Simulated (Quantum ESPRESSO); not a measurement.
**Al$_{2}$O$_{3}$: band-structure run (part 1 of 3)**

System: Al$_{2}$O$_{3}$ (P-3m1, 5 atoms in the cell).
Method: Kohn-Sham DFT of a periodic cell, r2SCAN, SG15 PBE 1.2, no spin polarisation (Quantum ESPRESSO 7.5).

The structure derives from a Materials Project entry.

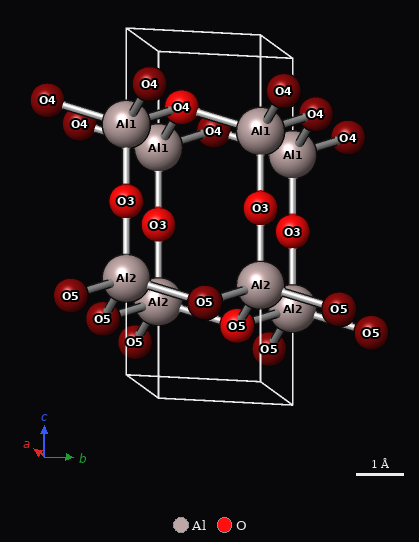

Fig. 1: The input geometry (ball-and-stick view of the cell of the calculation, seen at an oblique angle; neighbours outside the cell are drawn fainter; atoms are numbered from 1 in the order of the input). Near neighbours in the crystal (not all of them lie inside the picture): Al has 4 O at 1.68 to 1.84 Å; O has 2 Al at 1.68 Å; O has 3 Al at 1.84 Å.

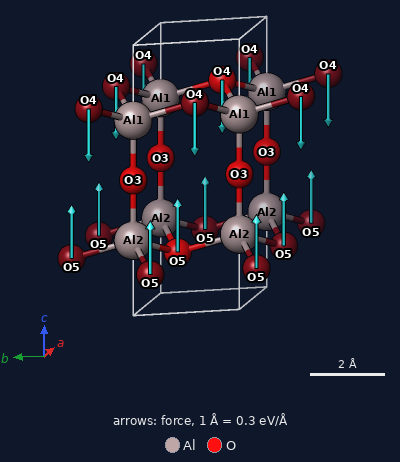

Fig. 2: Forces on the atoms as teal arrows (ball-and-stick view of the cell of the calculation, seen at an oblique angle; neighbours outside the cell are drawn fainter; atoms are numbered from 1 in the order of the input); the smallest are left out. The largest act on O4, O5 (0.46 eV/Å). The geometry is not a stationary point of this energy.

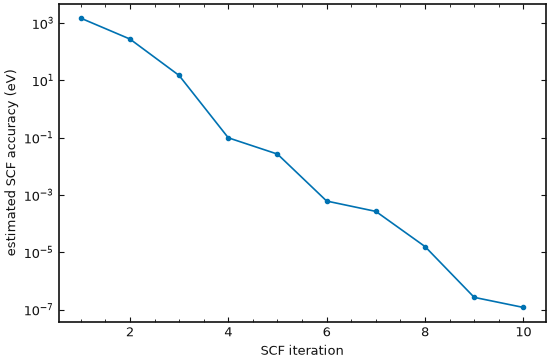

Fig. 3: Convergence of the self-consistent field: estimated SCF accuracy against the iteration. The field takes 10 iterations in all.

The input and output of the run follow.

## Input file
```
&CONTROL
  calculation = 'scf'
  prefix = 'pwscf'
  outdir = './tmp'
  pseudo_dir = './pseudo'
  tprnfor = .true.
  tstress = .true.
  disk_io = 'low'
/
&SYSTEM
  ibrav = 0
  celldm(1) = 8
  nat = 5
  ntyp = 2
  ecutwfc = 88
  nbnd = 28
  input_dft = 'r2scan'
  occupations = 'smearing'
  smearing = 'fd'
  degauss = 0.00367493
  nosym = .true.
/
&ELECTRONS
  conv_thr = 1d-08
  electron_maxstep = 120
  mixing_beta = 0.5
/
ATOMIC_SPECIES
Al    26.9815 Al_ONCV_PBE-1.2.upf
O     15.9990 O_ONCV_PBE-1.2.upf
CELL_PARAMETERS alat
  0.7127769492499   0.0000000000000   0.0000000000000
 -0.3563884746249   0.6172829452871   0.0000000000000
  0.0000000000000   0.0000000000000   1.7892484422360
ATOMIC_POSITIONS crystal
Al     0.0000000000    0.0000000000    0.7220490000
Al     0.0000000000    0.0000000000    0.2779510000
O      0.0000000000    0.0000000000    0.5000000000
O      0.6666666667    0.3333333333    0.8005460000
O      0.3333333333    0.6666666667    0.1994540000
K_POINTS automatic
8 8 3 0 0 0
```

## File bands.in
```
&CONTROL
  calculation = 'bands'
  prefix = 'pwscf'
  outdir = './tmp'
  pseudo_dir = './pseudo'
  disk_io = 'low'
  verbosity = 'high'
/
&SYSTEM
  ibrav = 0
  celldm(1) = 8
  nat = 5
  ntyp = 2
  ecutwfc = 88
  nbnd = 28
  input_dft = 'r2scan'
  occupations = 'smearing'
  smearing = 'fd'
  degauss = 0.00367493
  nosym = .true.
/
&ELECTRONS
  conv_thr = 1d-08
  electron_maxstep = 120
  mixing_beta = 0.5
  diago_full_acc = .true.
  startingwfc = 'random'
/
ATOMIC_SPECIES
Al    26.9815 Al_ONCV_PBE-1.2.upf
O     15.9990 O_ONCV_PBE-1.2.upf
CELL_PARAMETERS alat
  0.7127769492499   0.0000000000000   0.0000000000000
 -0.3563884746249   0.6172829452871   0.0000000000000
  0.0000000000000   0.0000000000000   1.7892484422360
ATOMIC_POSITIONS crystal
Al     0.0000000000    0.0000000000    0.7220490000
Al     0.0000000000    0.0000000000    0.2779510000
O      0.0000000000    0.0000000000    0.5000000000
O      0.6666666667    0.3333333333    0.8005460000
O      0.3333333333    0.6666666667    0.1994540000
K_POINTS crystal
60
 0.0000000000  0.0000000000  0.0000000000 1
 0.0625000000  0.0000000000  0.0000000000 1
 0.1250000000  0.0000000000  0.0000000000 1
 0.1875000000  0.0000000000  0.0000000000 1
 0.2500000000  0.0000000000  0.0000000000 1
 0.3125000000  0.0000000000  0.0000000000 1
 0.3750000000  0.0000000000  0.0000000000 1
 0.4375000000  0.0000000000  0.0000000000 1
 0.5000000000  0.0000000000  0.0000000000 1
 0.4583333333  0.0833333333  0.0000000000 1
 0.4166666667  0.1666666667  0.0000000000 1
 0.3750000000  0.2500000000  0.0000000000 1
 0.3333333333  0.3333333333  0.0000000000 1
 0.3000000000  0.3000000000  0.0000000000 1
 0.2666666667  0.2666666667  0.0000000000 1
 0.2333333333  0.2333333333  0.0000000000 1
 0.2000000000  0.2000000000  0.0000000000 1
 0.1666666667  0.1666666667  0.0000000000 1
 0.1333333333  0.1333333333  0.0000000000 1
 0.1000000000  0.1000000000  0.0000000000 1
 0.0666666667  0.0666666667  0.0000000000 1
 0.0333333333  0.0333333333  0.0000000000 1
 0.0000000000  0.0000000000  0.0000000000 1
 0.0000000000  0.0000000000  0.2500000000 1
 0.0000000000  0.0000000000  0.5000000000 1
 0.0500000000  0.0000000000  0.5000000000 1
 0.1000000000  0.0000000000  0.5000000000 1
 0.1500000000  0.0000000000  0.5000000000 1
 0.2000000000  0.0000000000  0.5000000000 1
 0.2500000000  0.0000000000  0.5000000000 1
 0.3000000000  0.0000000000  0.5000000000 1
 0.3500000000  0.0000000000  0.5000000000 1
 0.4000000000  0.0000000000  0.5000000000 1
 0.4500000000  0.0000000000  0.5000000000 1
 0.5000000000  0.0000000000  0.5000000000 1
 0.4666666667  0.0666666667  0.5000000000 1
 0.4333333333  0.1333333333  0.5000000000 1
 0.4000000000  0.2000000000  0.5000000000 1
 0.3666666667  0.2666666667  0.5000000000 1
 0.3333333333  0.3333333333  0.5000000000 1
 0.3055555556  0.3055555556  0.5000000000 1
 0.2777777778  0.2777777778  0.5000000000 1
 0.2500000000  0.2500000000  0.5000000000 1
 0.2222222222  0.2222222222  0.5000000000 1
 0.1944444444  0.1944444444  0.5000000000 1
 0.1666666667  0.1666666667  0.5000000000 1
 0.1388888889  0.1388888889  0.5000000000 1
 0.1111111111  0.1111111111  0.5000000000 1
 0.0833333333  0.0833333333  0.5000000000 1
 0.0555555556  0.0555555556  0.5000000000 1
 0.0277777778  0.0277777778  0.5000000000 1
 0.0000000000  0.0000000000  0.5000000000 1
 0.5000000000  0.0000000000  0.5000000000 1
 0.5000000000  0.0000000000  0.3333333333 1
 0.5000000000  0.0000000000  0.1666666667 1
 0.5000000000  0.0000000000  0.0000000000 1
 0.3333333333  0.3333333333  0.0000000000 1
 0.3333333333  0.3333333333  0.1666666667 1
 0.3333333333  0.3333333333  0.3333333333 1
 0.3333333333  0.3333333333  0.5000000000 1
```

Command:
```bash
OMP_NUM_THREADS=1 mpirun -n 2 pw.x -nk 2 -in pw.in > pw.out
OMP_NUM_THREADS=1 mpirun -n 2 pw.x -nk 2 -in bands.in > bands.out
```

## The program's output
```
This program is part of the open-source Quantum ESPRESSO suite
     for quantum simulation of materials; please cite
         "P. Giannozzi et al., J. Phys.:Condens. Matter 21 395502 (2009);
         "P. Giannozzi et al., J. Phys.:Condens. Matter 29 465901 (2017);
         "P. Giannozzi et al., J. Chem. Phys. 152 154105 (2020);
          URL
     in publications or presentations arising from this work. More details at

     IMPORTANT: XC functional enforced from input :
     Exchange-correlation= R2SCAN
                           (   0   0   0   0   0 497 498)
     Any further DFT definition will be discarded
     Please, verify this is what you really want

     K-points division:     npool     =       2
     Subspace diagonalization in iterative solution of the eigenvalue problem:
     a serial algorithm will be used

     G-vector sticks info
     --------------------
     sticks:   dense  smooth     PW     G-vecs:    dense   smooth      PW
     Sum         793     793    253                44869    44869    7883

     Using Slab Decomposition

     bravais-lattice index     =            0
     lattice parameter (alat)  =       8.0000  a.u.
     unit-cell volume          =     403.0682 (a.u.)^3
     number of atoms/cell      =            5
     number of atomic types    =            2
     number of electrons       =        40.00
     number of Kohn-Sham states=           28
     kinetic-energy cutoff     =      88.0000  Ry
     charge density cutoff     =     352.0000  Ry
     scf convergence threshold =      1.0E-08
     mixing beta               =       0.5000
     number of iterations used =            8  plain     mixing
     Exchange-correlation= R2SCAN
                           (   0   0   0   0   0 497 498)

     celldm(1)=   8.000000  celldm(2)=   0.000000  celldm(3)=   0.000000
     celldm(4)=   0.000000  celldm(5)=   0.000000  celldm(6)=   0.000000

     crystal axes: (cart. coord. in units of alat)
               a(1) = (   0.712777   0.000000   0.000000 )
               a(2) = (  -0.356388   0.617283   0.000000 )
               a(3) = (   0.000000   0.000000   1.789248 )

     reciprocal axes: (cart. coord. in units 2 pi/alat)
               b(1) = (  1.402963  0.810001 -0.000000 )
               b(2) = (  0.000000  1.620003  0.000000 )
               b(3) = (  0.000000 -0.000000  0.558894 )

     PseudoPot. # 1 for Al read from file:
     Al_ONCV_PBE-1.2.upf
     Pseudo is Norm-conserving, Zval = 11.0
     Generated using ONCVPSP code by D. R. Hamann
     Using radial grid of  602 points,  4 beta functions with:
                l(1) =   0
                l(2) =   0
                l(3) =   1
                l(4) =   1

     PseudoPot. # 2 for O  read from file:
     O_ONCV_PBE-1.2.upf
     Pseudo is Norm-conserving, Zval =  6.0
     Generated using ONCVPSP code by D. R. Hamann
     Using radial grid of  602 points,  4 beta functions with:
                l(1) =   0
                l(2) =   0
                l(3) =   1
                l(4) =   1

     atomic species   valence    mass     pseudopotential
     Al               11.00    26.98150     Al( 1.00)
     O                 6.00    15.99900     O ( 1.00)

     No symmetry found

   Cartesian axes

     site n.     atom                  positions (alat units)
         1        Al     tau(   1) = (   0.0000000   0.0000000   1.2919250  )
         2        Al     tau(   2) = (   0.0000000   0.0000000   0.4973234  )
         3        O      tau(   3) = (   0.0000000   0.0000000   0.8946242  )
         4        O      tau(   4) = (   0.3563885   0.2057610   1.4323757  )
         5        O      tau(   5) = (  -0.0000000   0.4115220   0.3568728  )

     number of k points=    98  Fermi-Dirac smearing, width (Ry)=  0.0037
                       cart. coord. in units 2pi/alat
        k(    1) = (   0.0000000   0.0000000   0.0000000), wk =   0.0104167
        k(    2) = (   0.0000000   0.0000000   0.1862980), wk =   0.0208333
        k(    3) = (   0.0000000   0.2025003   0.0000000), wk =   0.0208333
        k(    4) = (   0.0000000   0.2025003   0.1862980), wk =   0.0208333
        k(    5) = (   0.0000000   0.2025003  -0.1862980), wk =   0.0208333
        k(    6) = (   0.0000000   0.4050007   0.0000000), wk =   0.0208333
        k(    7) = (   0.0000000   0.4050007   0.1862980), wk =   0.0208333
        k(    8) = (   0.0000000   0.4050007  -0.1862980), wk =   0.0208333
        k(    9) = (   0.0000000   0.6075010   0.0000000), wk =   0.0208333
        k(   10) = (   0.0000000   0.6075010   0.1862980), wk =   0.0208333
        k(   11) = (   0.0000000   0.6075010  -0.1862980), wk =   0.0208333
        k(   12) = (   0.0000000  -0.8100013   0.0000000), wk =   0.0104167
        k(   13) = (   0.0000000  -0.8100013   0.1862980), wk =   0.0208333
        k(   14) = (   0.1753704   0.1012502   0.0000000), wk =   0.0208333
        k(   15) = (   0.1753704   0.1012502   0.1862980), wk =   0.0208333
        k(   16) = (   0.1753704   0.1012502  -0.1862980), wk =   0.0208333
        k(   17) = (   0.1753704   0.3037505   0.0000000), wk =   0.0208333
        k(   18) = (   0.1753704   0.3037505   0.1862980), wk =   0.0208333
        k(   19) = (   0.1753704   0.3037505  -0.1862980), wk =   0.0208333
        k(   20) = (   0.1753704   0.5062508   0.0000000), wk =   0.0208333
        k(   21) = (   0.1753704   0.5062508   0.1862980), wk =   0.0208333
        k(   22) = (   0.1753704   0.5062508  -0.1862980), wk =   0.0208333
        k(   23) = (   0.1753704   0.7087512   0.0000000), wk =   0.0208333
        k(   24) = (   0.1753704   0.7087512   0.1862980), wk =   0.0208333
        k(   25) = (   0.1753704   0.7087512  -0.1862980), wk =   0.0208333
        k(   26) = (   0.1753704  -0.7087512   0.0000000), wk =   0.0208333
        k(   27) = (   0.1753704  -0.7087512   0.1862980), wk =   0.0208333
        k(   28) = (   0.1753704  -0.7087512  -0.1862980), wk =   0.0208333
        k(   29) = (   0.1753704  -0.5062508   0.0000000), wk =   0.0208333
        k(   30) = (   0.1753704  -0.5062508   0.1862980), wk =   0.0208333
        k(   31) = (   0.1753704  -0.5062508  -0.1862980), wk =   0.0208333
        k(   32) = (   0.1753704  -0.3037505   0.0000000), wk =   0.0208333
        k(   33) = (   0.1753704  -0.3037505   0.1862980), wk =   0.0208333
        k(   34) = (   0.1753704  -0.3037505  -0.1862980), wk =   0.0208333
        k(   35) = (   0.1753704  -0.1012502   0.0000000), wk =   0.0208333
        k(   36) = (   0.1753704  -0.1012502   0.1862980), wk =   0.0208333
        k(   37) = (   0.1753704  -0.1012502  -0.1862980), wk =   0.0208333
        k(   38) = (   0.3507409   0.2025003   0.0000000), wk =   0.0208333
        k(   39) = (   0.3507409   0.2025003   0.1862980), wk =   0.0208333
        k(   40) = (   0.3507409   0.2025003  -0.1862980), wk =   0.0208333
        k(   41) = (   0.3507409   0.4050007   0.0000000), wk =   0.0208333
        k(   42) = (   0.3507409   0.4050007   0.1862980), wk =   0.0208333
        k(   43) = (   0.3507409   0.4050007  -0.1862980), wk =   0.0208333
        k(   44) = (   0.3507409   0.6075010   0.0000000), wk =   0.0208333
        k(   45) = (   0.3507409   0.6075010   0.1862980), wk =   0.0208333
        k(   46) = (   0.3507409   0.6075010  -0.1862980), wk =   0.0208333
        k(   47) = (   0.3507409   0.8100013   0.0000000), wk =   0.0208333
        k(   48) = (   0.3507409   0.8100013   0.1862980), wk =   0.0208333
        k(   49) = (   0.3507409   0.8100013  -0.1862980), wk =   0.0208333
        k(   50) = (   0.3507409  -0.6075010   0.0000000), wk =   0.0208333
        k(   51) = (   0.3507409  -0.6075010   0.1862980), wk =   0.0208333
        k(   52) = (   0.3507409  -0.6075010  -0.1862980), wk =   0.0208333
        k(   53) = (   0.3507409  -0.4050007   0.0000000), wk =   0.0208333
        k(   54) = (   0.3507409  -0.4050007   0.1862980), wk =   0.0208333
        k(   55) = (   0.3507409  -0.4050007  -0.1862980), wk =   0.0208333
        k(   56) = (   0.3507409  -0.2025003   0.0000000), wk =   0.0208333
        k(   57) = (   0.3507409  -0.2025003   0.1862980), wk =   0.0208333
        k(   58) = (   0.3507409  -0.2025003  -0.1862980), wk =   0.0208333
        k(   59) = (   0.3507409  -0.0000000   0.0000000), wk =   0.0208333
        k(   60) = (   0.3507409  -0.0000000   0.1862980), wk =   0.0208333
        k(   61) = (   0.3507409  -0.0000000  -0.1862980), wk =   0.0208333
        k(   62) = (   0.5261113   0.3037505   0.0000000), wk =   0.0208333
        k(   63) = (   0.5261113   0.3037505   0.1862980), wk =   0.0208333
        k(   64) = (   0.5261113   0.3037505  -0.1862980), wk =   0.0208333
        k(   65) = (   0.5261113   0.5062508   0.0000000), wk =   0.0208333
        k(   66) = (   0.5261113   0.5062508   0.1862980), wk =   0.0208333
        k(   67) = (   0.5261113   0.5062508  -0.1862980), wk =   0.0208333
        k(   68) = (   0.5261113   0.7087512   0.0000000), wk =   0.0208333
        k(   69) = (   0.5261113   0.7087512   0.1862980), wk =   0.0208333
        k(   70) = (   0.5261113   0.7087512  -0.1862980), wk =   0.0208333
        k(   71) = (   0.5261113   0.9112515   0.0000000), wk =   0.0208333
        k(   72) = (   0.5261113   0.9112515   0.1862980), wk =   0.0208333
        k(   73) = (   0.5261113   0.9112515  -0.1862980), wk =   0.0208333
        k(   74) = (   0.5261113  -0.5062508   0.0000000), wk =   0.0208333
        k(   75) = (   0.5261113  -0.5062508   0.1862980), wk =   0.0208333
        k(   76) = (   0.5261113  -0.5062508  -0.1862980), wk =   0.0208333
        k(   77) = (   0.5261113  -0.3037505   0.0000000), wk =   0.0208333
        k(   78) = (   0.5261113  -0.3037505   0.1862980), wk =   0.0208333
        k(   79) = (   0.5261113  -0.3037505  -0.1862980), wk =   0.0208333
        k(   80) = (   0.5261113  -0.1012502   0.0000000), wk =   0.0208333
        k(   81) = (   0.5261113  -0.1012502   0.1862980), wk =   0.0208333
        k(   82) = (   0.5261113  -0.1012502  -0.1862980), wk =   0.0208333
        k(   83) = (   0.5261113   0.1012502   0.0000000), wk =   0.0208333
        k(   84) = (   0.5261113   0.1012502   0.1862980), wk =   0.0208333
        k(   85) = (   0.5261113   0.1012502  -0.1862980), wk =   0.0208333
        k(   86) = (  -0.7014817  -0.4050007   0.0000000), wk =   0.0104167
        k(   87) = (  -0.7014817  -0.4050007   0.1862980), wk =   0.0208333
        k(   88) = (  -0.7014817  -0.2025003   0.0000000), wk =   0.0208333
        k(   89) = (  -0.7014817  -0.2025003   0.1862980), wk =   0.0208333
        k(   90) = (  -0.7014817  -0.2025003  -0.1862980), wk =   0.0208333
        k(   91) = (  -0.7014817   0.0000000   0.0000000), wk =   0.0208333
        k(   92) = (  -0.7014817   0.0000000   0.1862980), wk =   0.0208333
        k(   93) = (  -0.7014817   0.0000000  -0.1862980), wk =   0.0208333
        k(   94) = (  -0.7014817   0.2025003   0.0000000), wk =   0.0208333
        k(   95) = (  -0.7014817   0.2025003   0.1862980), wk =   0.0208333
        k(   96) = (  -0.7014817   0.2025003  -0.1862980), wk =   0.0208333
        k(   97) = (  -0.7014817  -1.2150020   0.0000000), wk =   0.0104167
        k(   98) = (  -0.7014817  -1.2150020   0.1862980), wk =   0.0208333

     Dense  grid:    44869 G-vectors     FFT dimensions: (  36,  36,  90)

     WARNING: libxc functional with ID  497 depends
      on external parameters: check the user_guide of
      QE if you need to modify them or to check their
      default values.

     WARNING: libxc functional with ID  498 depends
      on external parameters: check the user_guide of
      QE if you need to modify them or to check their
      default values.

     Initial potential from superposition of free atoms

     starting charge      39.8341, renormalised to      40.0000
     Starting wfcs are random

     Self-consistent Calculation

     iteration #  1     ecut=    88.00 Ry     beta= 0.50
     Davidson diagonalization with overlap
     ethr =  1.00E-02,  avg # of iterations = 10.5

     total energy              =    -373.14850839 Ry
     estimated scf accuracy    <     110.80065621 Ry

     iteration #  2     ecut=    88.00 Ry     beta= 0.50
     Davidson diagonalization with overlap
     ethr =  1.00E-02,  avg # of iterations =  1.6

     total energy              =    -373.46903252 Ry
     estimated scf accuracy    <      20.34313512 Ry

     iteration #  3     ecut=    88.00 Ry     beta= 0.50
     Davidson diagonalization with overlap
     ethr =  1.00E-02,  avg # of iterations =  1.0

     total energy              =    -373.49194948 Ry
     estimated scf accuracy    <       1.12731046 Ry

     iteration #  4     ecut=    88.00 Ry     beta= 0.50
     Davidson diagonalization with overlap
     ethr =  2.82E-03,  avg # of iterations =  1.0
```
